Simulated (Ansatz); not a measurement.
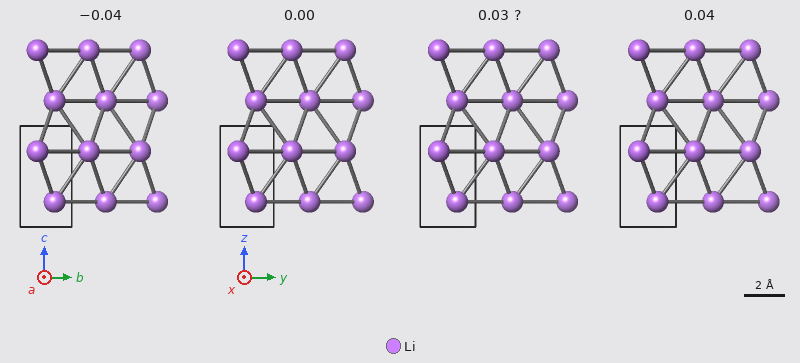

Solid Li (P6_3/mmc): the cell is strained along y alone, with the atoms kept at their fractional coordinates. x, y and z are the Cartesian axes of the input. A ball-and-stick model of the cell of the calculation, repeated 2 × 3 × 2 with one cell outlined, seen along the a axis.

These are results of DFT r2SCAN, scalar-relativistic, plane waves, PAW in Ansatz 0.2.0, not measurements. (plane-wave cutoff 500 eV; k-point mesh 18 × 18 × 10; occupations gaussian; smearing width 0.15 eV; no spin polarisation). Energies (free energies at the smearing named) are counted from the cell as listed in its source, which wasn't relaxed.

```tsv
strain	ΔE (meV/atom)
−0.040	1.46
−0.030	0.58
−0.020	0.05
−0.010	−0.15
0.000	0.00
0.010	0.48
0.020	1.27
0.030	?
0.035	3.00
0.040	3.72
```

Estimate the missing energy from the other rows, and compare with the calculation.

Answer. A straight line between the two neighbours gives 2.42 meV/atom. A cubic through the four nearest rows (0.010, 0.020, 0.035, 0.040) gives, with Lagrange weights, (−0.0667)(0.48) + (0.3333)(1.27) + (1.0667)(3.00) + (−0.3333)(3.72) = 2.35 meV/atom. The calculation gives 2.35 meV/atom, so the cubic is right to the digits shown and the straight line 0.07 meV/atom too high, as the curve bends upwards here.

The whole profile:

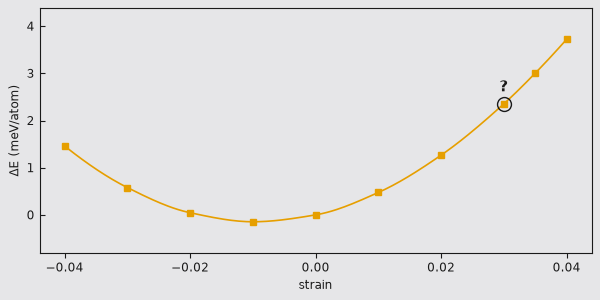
